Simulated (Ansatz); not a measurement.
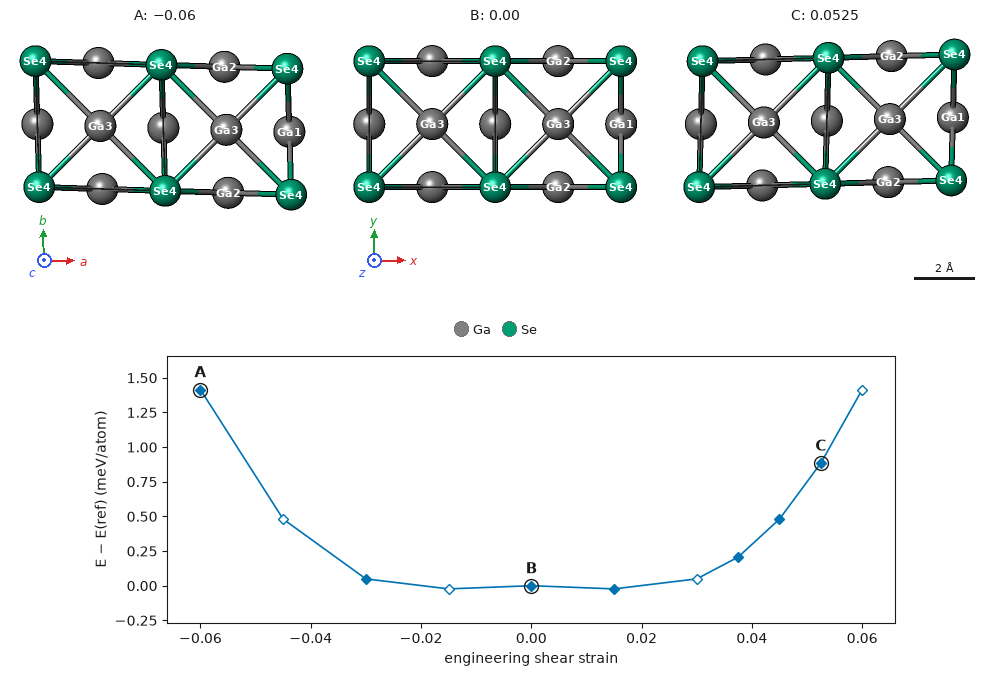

Energy scan for crystalline Ga₃Se (Pm-3m), in which the cell is strained in shear in the xy plane, with the atoms kept at their fractional coordinates. x, y and z are the Cartesian axes of the input. The lettered frames are marked on the plot. Hollow markers are points alike by symmetry, not computed again. The picture is a ball-and-stick view of the cell of the calculation, repeated 2 × 1 × 1 with one cell outlined, seen along the c axis.

These are results of DFT PBEsol+D3(BJ), scalar-relativistic, plane waves, PAW (Ansatz 0.2.0), not measurements. (plane-wave cutoff 420 eV; k-point mesh 12 × 12 × 12; occupations gaussian; smearing width 0.15 eV; no spin polarisation). Energies (free energies at the smearing named) are counted from the relaxed crystal.

Q: Read off the main features of the energy profile.

A: Of the computed points the lowest is at the strain −0.015 (by symmetry) and 0.015, −0.02 meV/atom. The distortion takes the space group from Pm-3m to Cmmm. At the strain −0.06 the cell of the drawing goes a 4.225 → 4.227 Å, b 4.225 → 4.227 Å, γ 90.0° → 93.4°.

The computed points:

```
engineering shear strain  E − E(ref) (meV/atom)
                 −0.0600                   1.41
                 −0.0450                   0.48
                 −0.0300                   0.05
                 −0.0150                  −0.02
                  0.0000                   0.00
                  0.0150                  −0.02
                  0.0300                   0.05
                  0.0375                   0.21
                  0.0450                   0.48
                  0.0525                   0.88
                  0.0600                   1.41
```

Points that are alike by symmetry were computed once.
